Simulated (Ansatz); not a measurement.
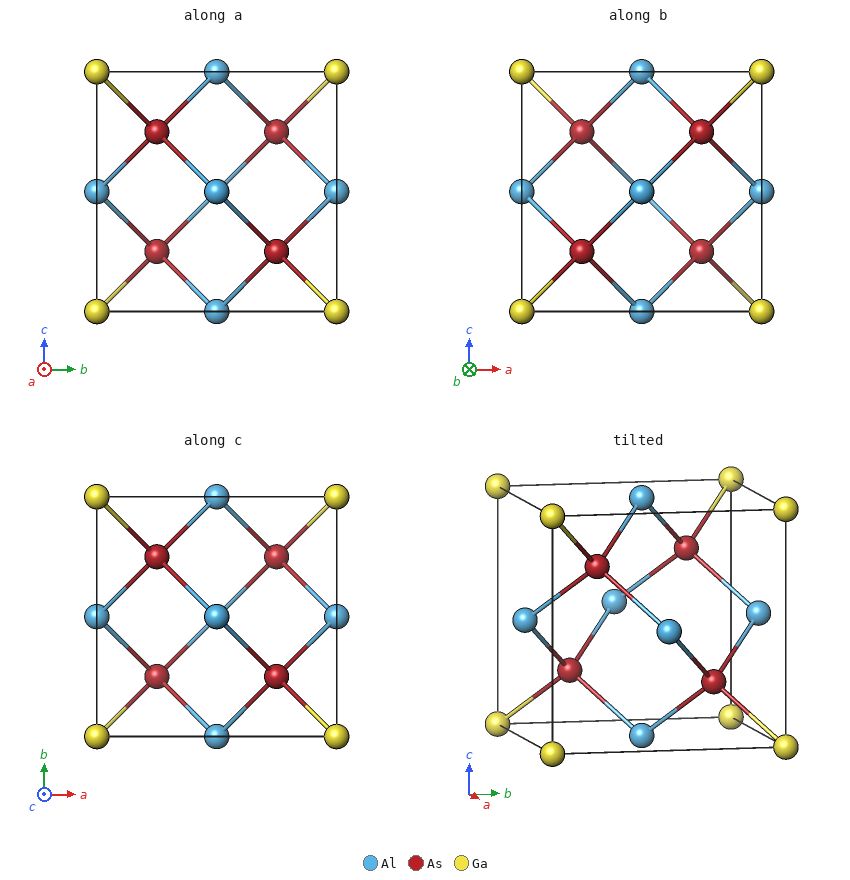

The structure above is drawn in ball-and-stick style and viewed along the a axis, along the b axis, along the c axis and slightly off an axis. The lines enclose the conventional unit cell; boundary atoms appear with their images.

Lattice parameters: a = 5.676 Å, b = 5.676 Å, c = 5.676 Å, α = 90.00°, β = 90.00°, γ = 90.00°. Put a along x and b in the xy plane.

> Write down what is shown as a POSCAR file.

```
Al As Ga
1.0
     5.676    0.000    0.000
     0.000    5.676    0.000
     0.000    0.000    5.676
Al As Ga
3 4 1
Direct
  0.0000 0.5000 0.5000
  0.5000 0.0000 0.5000
  0.5000 0.5000 0.0000
  0.2504 0.7496 0.7496
  0.7496 0.2504 0.7496
  0.7496 0.7496 0.2504
  0.2504 0.2504 0.2504
  0.0000 0.0000 0.0000
```

The cell started as a structure type filled with these elements by a generator (whether the compound takes this form wasn't checked). Earlier steps of the study, as a rule a relaxation of our own, may have changed the cell and positions, so they can lie some per cent off the listed ones. It went into a calculation with Ansatz.
